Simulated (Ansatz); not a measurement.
**WSe2, the end x = 1 of the monolayer 2H WS2-WSe2 line (75 atoms): geometry optimisation**

How does WSe2, the end x = 1 of the monolayer 2H WS2-WSe2 line (75 atoms) relax, and what do bonds, charges and levels look like afterwards?

Calculated with Ansatz 0.2.0; Kohn-Sham DFT, PBE, PAW (set soft_2, large core), plane waves.

## (1) The structure

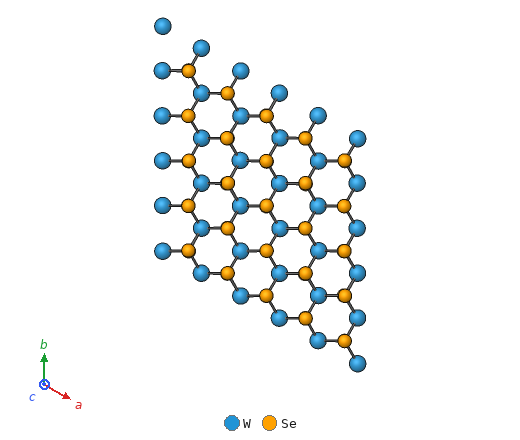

The cell as given, from above (tungsten blue, selenium orange). Bonds to atoms that aren't drawn are left out. Some periodic images of atoms are drawn too.

The cell holds 75 atoms: 25 W and 50 Se. Cell: a = 16.600 Å, b = 16.600 Å, c = 18.500 Å, α = 90.0°, β = 90.0°, γ = 120.0°. It derives from WSe2. Monolayer 2H WS2-WSe2: 75 atoms, 50 of 50 S sites given to Se at random, cell and internal coordinates interpolated linearly between the end members (Vegard's rule); not relaxed, displaced by a Gaussian of 0.02 Å. Lattice constants are starting values near those of PBE. Vacuum lies along c.

What the set-up can't give: The host structure and its lattice constant were typed by rule, without a check against the phase diagram. Only the Γ point is sampled in the main run, in a cell whose shortest periodic width is 14 Å. The levels lack spin–orbit coupling, which is large for the heavy elements here.

## (2) Single point at the start

A single point comes first, to see the forces before anything moves.

The input, input.yaml:

```yaml
crystal:
  lattice:
    - [16.6, 0.0, 0.0]
    - [-8.3, 14.37602, 0.0]
    - [0.0, 0.0, 18.5]
  atoms:
    - { symbol: W, position: [0.00153, 0.99915, 0.49943] }
    - { symbol: Se, position: [0.13264, 0.06787, 0.58832] }
    - { symbol: Se, position: [0.13491, 0.06561, 0.40953] }
    - { symbol: W, position: [0.00072, 0.20203, 0.49777] }
    - { symbol: Se, position: [0.13268, 0.26613, 0.59204] }
    - { symbol: Se, position: [0.13189, 0.26643, 0.40824] }
    - { symbol: W, position: [0.00046, 0.40081, 0.49881] }
    - { symbol: Se, position: [0.13534, 0.46792, 0.59135] }
    - { symbol: Se, position: [0.13394, 0.46572, 0.40906] }
    - { symbol: W, position: [0.99869, 0.59963, 0.50057] }
    - { symbol: Se, position: [0.13222, 0.66611, 0.59007] }
    - { symbol: Se, position: [0.13185, 0.66573, 0.40918] }
    - { symbol: W, position: [0.99882, 0.80033, 0.50179] }
    - { symbol: Se, position: [0.13409, 0.8664, 0.58985] }
    - { symbol: Se, position: [0.13361, 0.86902, 0.40924] }
    - { symbol: W, position: [0.19937, 0.00027, 0.50227] }
    - { symbol: Se, position: [0.33391, 0.06753, 0.59114] }
    - { symbol: Se, position: [0.33211, 0.06508, 0.40881] }
    - { symbol: W, position: [0.20016, 0.20082, 0.50091] }
    - { symbol: Se, position: [0.33465, 0.26706, 0.59177] }
    - { symbol: Se, position: [0.3333, 0.26841, 0.40974] }
    - { symbol: W, position: [0.19998, 0.40068, 0.49992] }
    - { symbol: Se, position: [0.33575, 0.46878, 0.59317] }
    - { symbol: Se, position: [0.33065, 0.46466, 0.40864] }
    - { symbol: W, position: [0.2008, 0.60122, 0.50034] }
    - { symbol: Se, position: [0.33068, 0.66624, 0.59171] }
    - { symbol: Se, position: [0.33414, 0.66773, 0.40895] }
    - { symbol: W, position: [0.19989, 0.80026, 0.50044] }
    - { symbol: Se, position: [0.33366, 0.86683, 0.59009] }
    - { symbol: Se, position: [0.33387, 0.86684, 0.41041] }
    - { symbol: W, position: [0.40157, 0.00026, 0.49959] }
    - { symbol: Se, position: [0.53286, 0.06726, 0.59089] }
    - { symbol: Se, position: [0.53295, 0.06673, 0.40852] }
    - { symbol: W, position: [0.40053, 0.19938, 0.50132] }
    - { symbol: Se, position: [0.53423, 0.26749, 0.58963] }
    - { symbol: Se, position: [0.53405, 0.2677, 0.40816] }
    - { symbol: W, position: [0.3997, 0.40005, 0.49852] }
    - { symbol: Se, position: [0.5343, 0.46784, 0.58988] }
    - { symbol: Se, position: [0.53284, 0.46484, 0.40915] }
    - { symbol: W, position: [0.39883, 0.60156, 0.50044] }
    - { symbol: Se, position: [0.53276, 0.66559, 0.59219] }
    - { symbol: Se, position: [0.53441, 0.66408, 0.41053] }
    - { symbol: W, position: [0.4022, 0.80047, 0.4987] }
    - { symbol: Se, position: [0.53425, 0.86641, 0.59016] }
    - { symbol: Se, position: [0.53223, 0.86743, 0.41005] }
    - { symbol: W, position: [0.59961, 0.00072, 0.49876] }
    - { symbol: Se, position: [0.73433, 0.06673, 0.59061] }
    - { symbol: Se, position: [0.73382, 0.06788, 0.41] }
    - { symbol: W, position: [0.60073, 0.20019, 0.50008] }
    - { symbol: Se, position: [0.73424, 0.26699, 0.59155] }
    - { symbol: Se, position: [0.73127, 0.26328, 0.41031] }
    - { symbol: W, position: [0.60294, 0.40061, 0.49989] }
    - { symbol: Se, position: [0.73309, 0.4665, 0.59083] }
    - { symbol: Se, position: [0.73162, 0.46595, 0.40811] }
    - { symbol: W, position: [0.60009, 0.59959, 0.50054] }
    - { symbol: Se, position: [0.73381, 0.66804, 0.59104] }
    - { symbol: Se, position: [0.73465, 0.66403, 0.40849] }
    - { symbol: W, position: [0.60284, 0.80352, 0.49973] }
    - { symbol: Se, position: [0.73323, 0.86635, 0.59225] }
    - { symbol: Se, position: [0.73346, 0.86761, 0.40884] }
    - { symbol: W, position: [0.79868, 0.00044, 0.50054] }
    - { symbol: Se, position: [0.93481, 0.06651, 0.59014] }
    - { symbol: Se, position: [0.93418, 0.067, 0.40949] }
    - { symbol: W, position: [0.80072, 0.20161, 0.5004] }
    - { symbol: Se, position: [0.9364, 0.26821, 0.59152] }
    - { symbol: Se, position: [0.93179, 0.2675, 0.40964] }
    - { symbol: W, position: [0.8017, 0.40145, 0.49957] }
    - { symbol: Se, position: [0.93393, 0.46588, 0.59292] }
    - { symbol: Se, position: [0.9305, 0.46422, 0.4074] }
    - { symbol: W, position: [0.79815, 0.59844, 0.50211] }
    - { symbol: Se, position: [0.93201, 0.6648, 0.59202] }
    - { symbol: Se, position: [0.93177, 0.66495, 0.41014] }
    - { symbol: W, position: [0.80045, 0.79939, 0.50152] }
    - { symbol: Se, position: [0.93461, 0.86892, 0.59135] }
    - { symbol: Se, position: [0.93529, 0.86682, 0.40787] }
kpoints:
  mp_grid: { grid: [1, 1, 1] }
hamiltonian:
  xc: pbe
  pseudopotentials: { kind: paw, core: large }
scf:
  occupations: { method: fermi_dirac, width: 0.025 }
output:
  forces: true
```

The run is started by

```bash
$ ansatz run input.yaml --threads 9 --pin off --max-ram 76800MiB --backend cuda --events-out ev --progress --plain --runs-dir out
```

Numbers of over 12 decimals in the logs are rounded to 6 here.

The log of the run:

```text
Engine: ansatz 0.2.0, x86_64-unknown-linux-gnu
Pseudopotentials: kind: paw
Pseudopotential: W, paw, valence charge 14, recommended cutoff 420 eV (normal), W.paw.azcp
Pseudopotential: Se, paw, valence charge 6, recommended cutoff 420 eV (normal), Se.paw.azcp#standard-large-core
[... 5 lines on functional and potentials left out ...]
device memory: the entry about to start is reckoned to put 7.2 GiB on a device that reports 73.8 GiB free
GPU FFT provider: cuFFT
GPU libraries: cuBLAS 13.8.2, cuFFT 12.4.0, cuSOLVER 12.3.4
Crystal: 75 atoms, lattice volume = 4414.876 Å³
Basis set: ecut = 420 eV, 86359 PW (Γ), exchange–correlation on 240×240×250 points (8 copies of the dense FFT grid, shifted against one another)
Bands: 400, of which v1, the nominal top of the filled ones, is band 325 counted from 1 (324 counted from 0)
Symmetry: 1 space group operations
Space group: P1 (ITA 1), of the structure as read, at distance tolerance 1.6e-4 Å
k-points: 1
[... 5 lines on functional and potentials left out ...]
Initial density: superposition of atomic densities (neutral atoms: chi_scale 0, normalization atom)
Initial wavefunctions: pseudopotential atomic-orbital guess
GPU buffer pool allocated for 1800000 grid points (all kernels)
GPU transforms: local potential and band sums: pruned to the plane-wave sphere, on 120×120×125
Functional: x = pbe(κ = 0.804, μ = 0.219515), c = pbe(β = 0.066725)
SCF iter   1: F=—  HF=-388579.842183 eV  |F-HF|=—  |Δ(HF+E_count)|=         —  Δρ=2.06e-2  dr2=2.45e1  ethr=3.10e-3  ⟨swp⟩=8.0  Hψ=2097  notcnv=0  defer=11
preconditioner: auto → Resta (q_TF=auto, 1.983 Å⁻¹)  ε∞=3.2  [insulator: Δε(μ)=2.006 eV  Ē_g=7.963 eV  σ=0.025 eV  W_gap=1.00  n_scr=562 (ndim 8)  ℏωp=11.9 eV  f_vac=0.604  D(μ)=0.00/eV (n_scr^D=0)  ε∞_Penn≈3.2  vacuum switching on, ρ_ref=4.6e-3 e/Å³]
SCF iter   2: F=—  HF=-388573.709950 eV  |F-HF|=—  |Δ(HF+E_count)|=    6.13e0  Δρ=1.02e-2  dr2=5.48e0  ethr=3.10e-3  ⟨swp⟩=3.0  Hψ=666  notcnv=0  defer=57
SCF iter   3: F=—  HF=-388572.955067 eV  |F-HF|=—  |Δ(HF+E_count)|=   7.55e-1  Δρ=4.91e-3  dr2=3.36e0  ethr=8.42e-4  ⟨swp⟩=4.0  Hψ=572  notcnv=0  defer=35
automatic band count: iteration 3 solves 378 bands in place of 400: the levels show a gap, and the empty bands left out lie too high to hold charge; the band table lists the bands solved (type scf.n_extra_bands for more)
SCF iter   4: F=—  HF=-388572.578538 eV  |F-HF|=—  |Δ(HF+E_count)|=   3.77e-1  Δρ=1.98e-3  dr2=4.62e-1  ethr=5.16e-4  ⟨swp⟩=4.0  Hψ=659  notcnv=0  defer=34
automatic band count: iteration 4 solves 377 bands in place of 378: the levels show a gap, and the empty bands left out lie too high to hold charge; the band table lists the bands solved (type scf.n_extra_bands for more)
SCF iter   5: F=—  HF=-388572.556535 eV  |F-HF|=—  |Δ(HF+E_count)|=   2.20e-2  Δρ=1.12e-3  dr2=1.82e-1  ethr=7.10e-5  ⟨swp⟩=4.0  Hψ=695  notcnv=0  defer=34
SCF iter   6: F=—  HF=-388572.538318 eV  |F-HF|=—  |Δ(HF+E_count)|=   1.82e-2  Δρ=2.95e-4  dr2=5.98e-3  ethr=2.80e-5  ⟨swp⟩=3.0  Hψ=518  notcnv=0  defer=34
SCF iter   7: F=—  HF=-388572.539841 eV  |F-HF|=—  |Δ(HF+E_count)|=   1.52e-3  Δρ=2.85e-4  dr2=1.70e-2  ethr=9.20e-7  ⟨swp⟩=3.0  Hψ=736  notcnv=0  defer=34
SCF iter   8: F=—  HF=-388572.540184 eV  |F-HF|=—  |Δ(HF+E_count)|=   3.43e-4  Δρ=9.42e-5  dr2=1.24e-3  ethr=9.20e-7  ⟨swp⟩=2.0  Hψ=518  notcnv=0  defer=34
SCF iter   9: F=—  HF=-388572.538474 eV  |F-HF|=—  |Δ(HF+E_count)|=   1.71e-3  Δρ=3.90e-5  dr2=1.36e-4  ethr=1.91e-7  ⟨swp⟩=2.0  Hψ=517  notcnv=0  defer=34
SCF iter  10: F=—  HF=-388572.538417 eV  |F-HF|=—  |Δ(HF+E_count)|=   5.70e-5  Δρ=2.14e-5  dr2=7.83e-5  ethr=2.08e-8  ⟨swp⟩=4.0  Hψ=859  notcnv=0  defer=34
SCF iter  11: F=—  HF=-388572.537443 eV  |F-HF|=—  |Δ(HF+E_count)|=   9.74e-4  Δρ=1.11e-5  dr2=1.88e-5  ethr=1.21e-8  ⟨swp⟩=2.0  Hψ=533  notcnv=0  defer=34
SCF iter  12: F=—  HF=-388572.537442 eV  |F-HF|=—  |Δ(HF+E_count)|=   1.52e-6  Δρ=4.50e-6  dr2=2.06e-6  ethr=2.88e-9  ⟨swp⟩=2.0  Hψ=451  notcnv=0  defer=34
SCF iter  13: F=—  HF=-388572.537442 eV  |F-HF|=—  |Δ(HF+E_count)|=   4.20e-7  Δρ=2.70e-6  dr2=1.24e-6  ethr=3.17e-10  ⟨swp⟩=2.0  Hψ=518  notcnv=0  defer=34
SCF iter  14: F=—  HF=-388572.537442 eV  |F-HF|=—  |Δ(HF+E_count)|=   3.66e-8  Δρ=1.22e-6  dr2=2.31e-7  ethr=1.91e-10  ⟨swp⟩=3.0  Hψ=583  notcnv=0  defer=34
SCF iter  15: F=-388572.537442 eV  HF=-388572.537442 eV  |F-HF|=4.77e-9  |Δ(HF+E_count)|=   3.73e-9  Δρ=4.56e-7  dr2=2.25e-8  ethr=1.54e-11  ⟨swp⟩=5.0  Hψ=1107  notcnv=0
SCF 1 converged in 15 iterations: F = -388572.537442 eV  dr2 = 2.25e-8
  greatest PAW one-centre occupation: 1.000 electrons in one spin orbital (limit 2), on the W atom at site 39 (counted from 0), in its partial waves of l = 0
SCF converged after 15 iterations
Free energy (F): -388572.537442 eV
Harris-Foulkes:  -388572.537442 eV  (|F-HF|=4.77e-9)
Internal energy: -388572.537442 eV  (E = F + TS)
E sigma→0 (E₀):  -388572.537442 eV
Fermi energy:    1.108679 eV
--- Per-component energies (eV) ---
  E_band       = -11545.776280
  E_kinetic    = 16311.341054
  E_local      = -317382.946538  (includes V_loc(G=0)·N_el)
  E_nonlocal   = 2701.219835
  E_hartree    = 150226.026956
  E_xc         = -16199.833006
  E_vxc        = -10059.505868  (∫ρ·V_xc dr)
  E_paw        = -324296.789930  (= ΣΔE_a)
  E_vpaw       = -3567.942097  (= ΣTr[D̂ρ^β])
  E_aug_tail   = -0.001431  (compensation charges beyond the density's cutoff)
  E_ewald      = 100068.445619
  E_smearing   = -0.000000  (= −TS)
  E_closure    = 0.000000  (closes the sum)
  Σ components = -388572.537442   (vs F -388572.537442, Δ=0.00e0)
--- Forces (eV/Å), atoms counted from 1 ---
  atom   1  W     -0.56521366     0.09872585    -0.32672348
  atom   2  Se     0.13283839    -0.03273585     0.96725457
  atom   3  Se    -0.15417490     0.33751824    -0.00743959
  atom   4  W      0.07027016    -0.35347046     0.98142712
  atom   5  Se    -0.06527732     0.19781177    -0.42226471
  atom   6  Se     0.34271175     0.15237229     0.09921896
  atom   7  W     -0.04933222     0.11154385     0.64840185
  atom   8  Se    -0.25425573    -0.09009993    -0.26358836
  atom   9  Se    -0.17107497     0.33401380    -0.01231241
  atom  10  W      0.21450682    -0.53708978    -0.22863680
  atom  11  Se     0.02976971     0.11275158     0.17584646
  atom  12  Se     0.00483040     0.15489494     0.14583949
  atom  13  W      0.35697235    -0.24055764    -0.67860184
  atom  14  Se    -0.19305339    -0.03772722     0.57638542
[...]
atom  74  Se    -0.05333775    -0.22858258     0.17881732
  atom  75  Se    -0.30720460    -0.21001160     0.43069229
  max |Σ_I F_I| component: 1.46e-5 eV/Å
```

The job ended after 5.2 s (1 × NVIDIA H100 80GB HBM3 with 9 threads of AMD EPYC 7R13 (Zen 3), shared host; peak memory 1.8 GiB).

In the SCF lines HF is the Harris–Foulkes energy and dr2 the Hartree energy of the density residual, in eV; the loop may stop once dr2 is under the threshold and the program's other checks hold. Hψ counts applications of the Hamiltonian.

That memory is the host's; the program planned up to 7.2 GiB on the GPU.

The program notes that potentials were chosen by core size.

Read from the output:

```yaml
free_energy: -388572.5374 eV
free_energy_per_atom: -5180.9672 eV/atom
scf_cycles: 15
r_m_s_force_component: 0.3429 eV/Å
longest_force: 1.171 eV/Å
fermi_energy: 1.109 eV
```

The r.m.s. force component of 0.34 eV/Å sets the starting point.

Length of the force by element:

| element | coordination | atoms | mean length of the force (eV/Å) | spread | least | most |
| --- | --- | --- | --- | --- | --- | --- |
| Se | all | 50 | 0.425 | 0.181 | 0.159 | 0.977 |
| W | all | 25 | 0.763 | 0.222 | 0.342 | 1.17 |

## (3) Relaxation

With the cell held, the atoms are moved downhill towards a nearby minimum.

Edit input.yaml of step 2 so:

```diff
@@ -16 +16,4 @@
   forces: true
+relax:
+  f_tol: 0.04
+  max_steps: 150
```

The log of the run:

```text
[...]
GPU FFT provider: cuFFT
GPU libraries: cuBLAS 13.8.2, cuFFT 12.4.0, cuSOLVER 12.3.4
Crystal: 75 atoms, lattice volume = 4414.876 Å³
Basis set: ecut = 420 eV, 86359 PW (Γ), exchange–correlation on 240×240×250 points (8 copies of the dense FFT grid, shifted against one another)
Bands: 400, of which v1, the nominal top of the filled ones, is band 325 counted from 1 (324 counted from 0)
Symmetry: 1 space group operations
[...]
k-points: 1
[...]
GPU buffer pool allocated for 1800000 grid points (all kernels)
[...]
SCF iter   1: F=—  HF=-388579.842169 eV  |F-HF|=—  |Δ(HF+E_count)|=         —  Δρ=2.06e-2  dr2=2.45e1  ethr=3.10e-3  ⟨swp⟩=8.0  Hψ=2097  notcnv=0  defer=11
[...]
SCF iter  11: F=-388572.537423 eV  HF=-388572.537444 eV  |F-HF|=2.15e-5  |Δ(HF+E_count)|=   3.46e-6  Δρ=1.28e-5  dr2=2.50e-5  ethr=6.15e-9  ⟨swp⟩=4.0  Hψ=1179  notcnv=0
SCF 1 converged in 11 iterations: F = -388572.537423 eV  dr2 = 2.50e-5
[...]
relax step   1: F+E_penalty+E_count = -388572.53742251 eV  Δ(F+E_penalty+E_count) = +0.000e0 eV  max|allowed force component| = 1.141e0 eV/Å  Δτ_max = 0.0000 Å  (11 SCF iters, dr2 threshold 4.00e-5 eV, accepted)
[...]
relax step   2: F+E_penalty+E_count = -388572.02027864 eV  Δ(F+E_penalty+E_count) = +5.171e-1 eV  max|allowed force component| = 1.551e0 eV/Å  Δτ_max = 0.1878 Å  (8 SCF iters, dr2 threshold 8.14e-5 eV, rejected (line search))
[...]
relax step   3: F+E_penalty+E_count = -388573.11890402 eV  Δ(F+E_penalty+E_count) = -5.815e-1 eV  max|allowed force component| = 1.695e-2 eV/Å  Δτ_max = 0.0588 Å  (12 SCF iters, accepted)
SCF converged after 12 iterations
Free energy (F): -388573.118904 eV
[...]
Internal energy: -388573.118904 eV  (E = F + TS)
E sigma→0 (E₀):  -388573.118904 eV
Fermi energy:    1.112837 eV
[...]
--- Forces (eV/Å), atoms counted from 1 ---
  atom   1  W     -0.00812197     0.00480229    -0.00000009
  atom   2  Se    -0.00177890    -0.00233253     0.01262130
  atom   3  Se    -0.00014379     0.00222577     0.00446279
  atom   4  W     -0.00698292    -0.01067856     0.00113073
  atom   5  Se    -0.00632569    -0.00397844     0.00328961
  atom   6  Se     0.00707890    -0.00115909     0.00556242
  atom   7  W     -0.00209711    -0.00917560    -0.00026174
  atom   8  Se    -0.00403475     0.01064639     0.00016306
  atom   9  Se     0.00276132    -0.00059999    -0.00592797
  atom  10  W     -0.00003030     0.00511624     0.00528280
  atom  11  Se     0.00477236    -0.00612412    -0.00141123
  atom  12  Se     0.00596696    -0.00046672     0.00548865
  atom  13  W      0.00233786     0.00211251     0.00981204
  atom  14  Se    -0.00372961    -0.00417686     0.01080282
[...]
atom  74  Se    -0.00463436     0.00375185     0.00117453
  atom  75  Se    -0.00543821    -0.00104684    -0.00937395
  max |Σ_I F_I| component: 6.97e-6 eV/Å
--- Relaxed structure (3 steps of the walk, 2 accepted, 0 SCFs on fresh bases) ---
  F+E_penalty+E_count = -388573.11890402 eV   max|allowed force component| = 1.695e-2 eV/Å
  atoms:
    - { symbol: W, position: [0.00020174, 1.000098, 0.500108] }
    - { symbol: Se, position: [0.133587, 0.066836, 0.590738] }
    - { symbol: Se, position: [0.133492, 0.066811, 0.409315] }
    - { symbol: W, position: [0.000284298, 0.200240, 0.500190] }
[...]
- { symbol: Se, position: [0.933498, 0.866790, 0.409380] }
```

The job ended after 8.5 s (1 × NVIDIA H100 80GB HBM3 with 9 threads; peak memory 1.8 GiB).

That memory is the host's; the program planned up to 7.2 GiB on the GPU.

Relaxation path:

| step | energy less that of the first step (eV) | largest force component (eV/Å) |
| --- | --- | --- |
| 1 | 0.0000 | 1.1412 |
| 2 | 0.5171 | 1.5515 |
| 3 | -0.5815 | 0.0170 |

Relaxation step 2 was tried and not accepted.

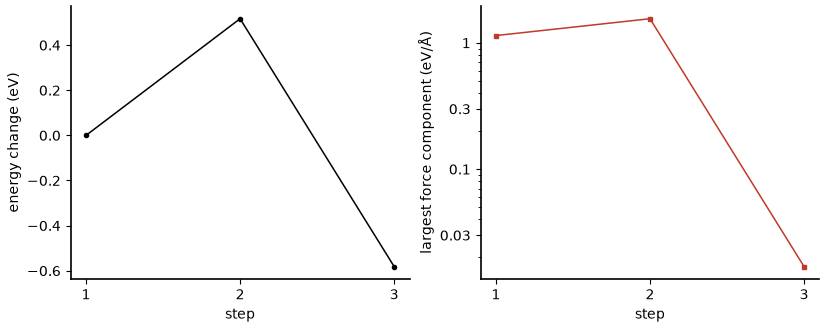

Energy and largest force along the relaxation.

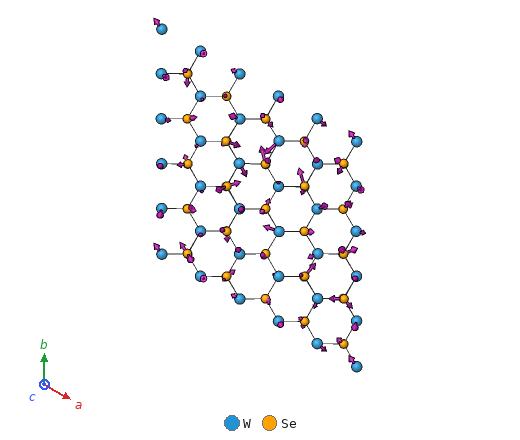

Displacements in the relaxation, exaggerated; the longest in the cell stands for 0.06 Å. Bonds to atoms that aren't drawn are left out. Some periodic images of atoms are drawn too.

The atoms that moved most (Å):

| atom | dx | dy | dz | length |
| --- | --- | --- | --- | --- |
| Se57 | -0.041 | 0.039 | 0.016 | 0.059 |
| Se42 | -0.038 | 0.039 | -0.022 | 0.059 |
| Se69 | 0.028 | 0.035 | 0.037 | 0.058 |
| Se23 | -0.020 | -0.027 | -0.044 | 0.056 |
| Se2 | 0.024 | -0.015 | 0.045 | 0.053 |
| Se51 | 0.009 | 0.050 | -0.016 | 0.053 |
| W58 | -0.015 | -0.050 | 0.009 | 0.053 |
| W4 | 0.008 | -0.026 | 0.045 | 0.052 |

The relaxation changed the energy by -7.75 meV/atom, and atoms moved by 0.032 Å r.m.s., 0.059 Å at most.

(Continued in part 2 of 3.)

[Logs are printed without paths, hosts, clocks, repeated set-up lines and the standing remarks that a program may print on its own settings, such as how far it seeks lower states.]

[Hosts, paths, dates, database ids (printed as entryN), source tags and the programs' standing remarks are cut or masked in the printed files.]
